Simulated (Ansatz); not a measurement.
Structure of Mo:

```yaml
crystal:
  lattice:
    - [3.96335, 0.00000, 0.00000]
    - [0.00000, 3.96335, 0.00000]
    - [0.00000, 0.00000, 3.96335]
  atoms:
    - { symbol: Mo, position: [0.00000, 0.00000, 0.00000] }
    - { symbol: Mo, position: [0.00000, 0.50000, 0.50000] }
    - { symbol: Mo, position: [0.50000, 0.00000, 0.50000] }
    - { symbol: Mo, position: [0.50000, 0.50000, 0.00000] }
```

Basis of the simulation: the input geometry of an electronic-structure calculation (not necessarily at equilibrium); the starting structure was generated, so it need not be a known form of this composition.

### Which powder rings are expected with 100 kV electrons? List the innermost 4, leaving out those under 3 % of the strongest.

```tsv
ring	radius	d (Å)	hkl
1	4.37 nm⁻¹	2.29	111
2	5.05 nm⁻¹	1.982	200
3	7.14 nm⁻¹	1.401	220
4	8.37 nm⁻¹	1.195	311
```

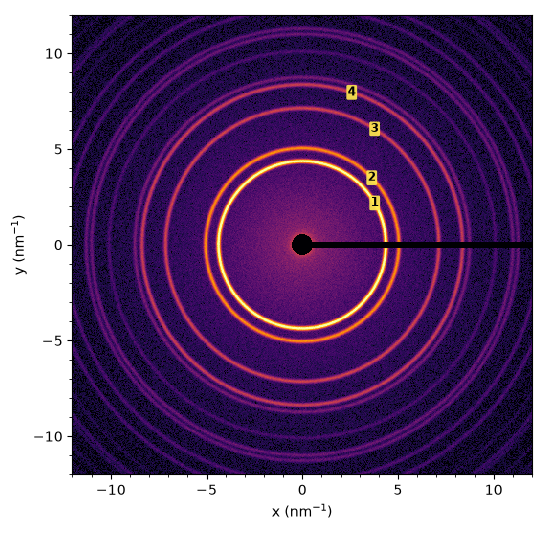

Simulated electron diffraction rings at 100 kV (λ = 0.0370 Å), scale in nm⁻¹ (radius = 1/d), for a fine-grained powder without texture. Kinematic intensities with B = 0.8 Å² for all atoms, without multiple scattering; brightness goes as intensity to the power 0.4, clipped at the top, with counting noise. Reflections closer than the ring width show as one ring. The numbers mark the rings of the table.
